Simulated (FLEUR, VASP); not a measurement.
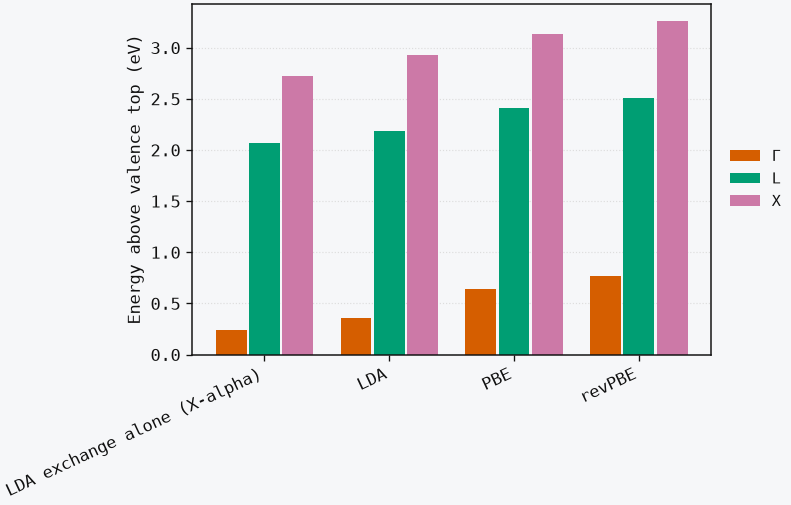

Lowest conduction level at each named k point, counted from the valence-band top at Γ, by several methods on one cell of zincblende CdSe, space group F-43m, 2 atoms in the primitive cell, volume scaled by a factor 0.96; cubic a = 6.058 Å. All runs are without spin-orbit coupling and carry no moments.

| method | program | Γ (eV) | L (eV) | X (eV) |
| --- | --- | --- | --- | --- |
| LDA exchange alone (X-alpha) | FLEUR | 0.24 | 2.07 | 2.72 |
| LDA | FLEUR | 0.36 | 2.19 | 2.93 |
| PBE | FLEUR | 0.64 | 2.41 | 3.13 |
| revPBE | FLEUR | 0.77 | 2.51 | 3.26 |

Question: What does r2SCAN0 give? It was run as: r2SCAN0 with D4 dispersion, VASP PAW PBE potentials, release 64 (Cd, Se), 4×4×4 k mesh in the self-consistent step, 520 eV cutoff, tetrahedron occupations (VASP 6.6.1).

Answer: Exact exchange opens the gap over the semilocal values shown, the highest of which is 0.77 eV (revPBE) at Γ. r2SCAN0 gives 2.54 eV at Γ, 4.39 eV at L and 4.79 eV at X, which is +1.90 eV from PBE at Γ.

Question: How do the methods rank at Γ?

Answer: From low to high: LDA exchange alone (X-alpha) 0.24, LDA 0.36, PBE 0.64, revPBE 0.77, r2SCAN0 2.54 eV.

Question: Do the methods agree on which of these conduction levels is lowest?

Answer: Yes: all put it at Γ.

Settings. LDA exchange alone (X-alpha): all-electron, 8×8×8 k mesh, Fermi-Dirac smearing of 0.05 eV (FLEUR MaX-R8.1 (later development tree)). LDA: all-electron, 8×8×8 k mesh, Fermi-Dirac smearing of 0.05 eV (FLEUR MaX-R8.1 (later development tree)). PBE: all-electron, 8×8×8 k mesh, Fermi-Dirac smearing of 0.05 eV (FLEUR). revPBE: all-electron, 8×8×8 k mesh, Fermi-Dirac smearing of 0.05 eV (FLEUR MaX-R8.1 (later development tree)).

These are five of the 15 methods that were run on this cell. The runs come from different programs and meshes, which adds differences of its own. Spin-orbit coupling is left out, which matters for Se. The usual form of CdSe is wurtzite, though both occur. LDA, GGA and most meta-GGA functionals understate gaps. r2SCAN0: the k mesh is coarse, so the values aren't converged, least of all with exact exchange. r2SCAN0: the PAW data sets were made with another functional.
